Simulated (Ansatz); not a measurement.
Read the following structure.

```yaml
crystal:
  lattice:
    - [3.73869, 0.00000, 0.00000]
    - [0.00000, 3.73869, 0.00000]
    - [0.00000, 0.00000, 9.45915]
  atoms:
    - { symbol: Ti, position: [0.00000, 0.00000, 0.00000] }
    - { symbol: Ti, position: [0.00000, 0.50000, 0.25000] }
    - { symbol: O, position: [0.00000, 0.50000, 0.45793] }
    - { symbol: O, position: [0.00000, 0.00000, 0.20793] }
    - { symbol: O, position: [0.00000, 0.50000, 0.04207] }
    - { symbol: O, position: [0.50000, 0.50000, 0.29207] }
    - { symbol: Ti, position: [0.50000, 0.50000, 0.50000] }
    - { symbol: Ti, position: [0.50000, 0.00000, 0.75000] }
    - { symbol: O, position: [0.50000, 0.00000, 0.95793] }
    - { symbol: O, position: [0.50000, 0.50000, 0.70793] }
    - { symbol: O, position: [0.50000, 0.00000, 0.54207] }
    - { symbol: O, position: [0.00000, 0.00000, 0.79207] }
```

Question: Describe what this structure looks like.

Answer: The formula is TiO₂. It belongs to space group I4_1/amd (No. 141) and has a body-centred tetragonal lattice. It belongs to the family called anatase. Counting shared atoms by their share gives 4 Ti, 8 O, or 12 atoms. Around each Ti lie six O at 1.91 to 1.97 Å. O is coordinated by three Ti at 1.91 to 1.97 Å. Not all metal-metal contacts are counted. The bonds build a three-dimensional framework.

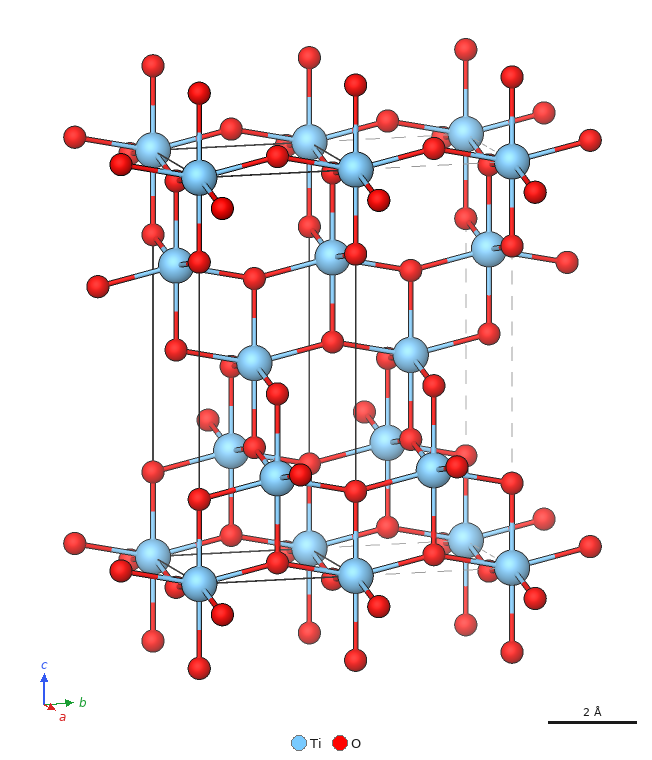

Crystal structure, ball-and-stick style, seen slightly off an axis. Solid lines give the conventional unit cell, repeated here 1×2×1 times. A few atoms beyond the faces are included.

The initial geometry was a structure listed in the Materials Project. This is the structure after a relaxation with Ansatz, DFT LDA, scalar-relativistic, plane waves, PAW.
